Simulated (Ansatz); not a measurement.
System: AlCu₃, space group Fm-3m (No. 225).

The given structure:
```xyz
4
Lattice="0.0000 2.9032 2.9032 2.9032 0.0000 2.9032 2.9032 2.9032 0.0000" Properties=species:S:1:pos:R:3 pbc="T T T"
Al    0.0000    0.0000    0.0000
Cu    2.9032    2.9032    2.9032
Cu    1.4516    1.4516    1.4516
Cu    4.3547    4.3547    4.3547
```

Computed with Ansatz 0.2.0: harmonic phonon frequencies at the irreducible points of a q mesh with atoms at rest in the given cell, q in fractions of the reciprocal cell vectors, no long-range term at q = 0, imaginary frequencies are negative, the first points where there are many; plane waves with PAW datasets. Level: PBEsol, no spin polarisation.

wave cutoff 420 eV; k mesh 12×12×12; occupations Fermi–Dirac; smearing width 0.15 eV; volume relative to the relaxed cell 1.02; phonon method linear response; q mesh 2×2×2.

Predict the phonon frequencies at several wave vectors (in fractions of the reciprocal vectors of the given cell).

Imaginary modes appear at (0 −0.5 −0.5), the softest at 34.3i cm⁻¹, so the structure is dynamically unstable. The highest mode among the wave vectors computed lies at 301.4 cm⁻¹, at (0 −0.5 −0.5).

```
           at  frequency (cm⁻¹)
      (0 0 0)               0.0
      (0 0 0)               0.0
      (0 0 0)               0.0
      (0 0 0)             154.2
      (0 0 0)             154.2
      (0 0 0)             154.2
      (0 0 0)             185.2
      (0 0 0)             185.2
      (0 0 0)             185.2
      (0 0 0)             287.3
      (0 0 0)             287.3
      (0 0 0)             287.3
   (0 0 -0.5)              81.1
   (0 0 -0.5)              81.1
   (0 0 -0.5)              96.1
   (0 0 -0.5)              96.1
   (0 0 -0.5)             127.6
   (0 0 -0.5)             142.4
   (0 0 -0.5)             199.5
   (0 0 -0.5)             206.6
   (0 0 -0.5)             206.6
   (0 0 -0.5)             291.2
   (0 0 -0.5)             291.2
   (0 0 -0.5)             294.4
(0 -0.5 -0.5)             -34.3
(0 -0.5 -0.5)             -34.3
(0 -0.5 -0.5)             159.7
(0 -0.5 -0.5)             159.7
(0 -0.5 -0.5)             166.4
(0 -0.5 -0.5)             168.2
(0 -0.5 -0.5)             171.4
(0 -0.5 -0.5)             185.0
(0 -0.5 -0.5)             185.0
(0 -0.5 -0.5)             286.0
(0 -0.5 -0.5)             301.4
(0 -0.5 -0.5)             301.4
```

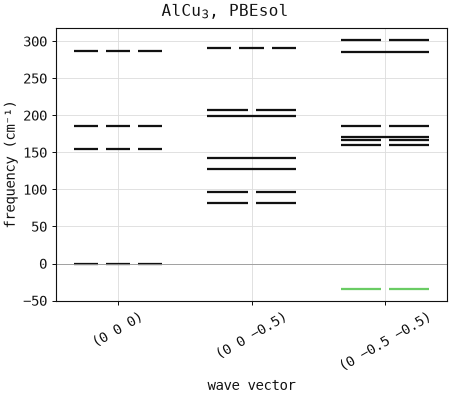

Imaginary frequencies are drawn as negative.

Limits of the calculation: metal sensitive to the k mesh; phonon interpolation lacks quadrupole term; vibrations at or below zero.
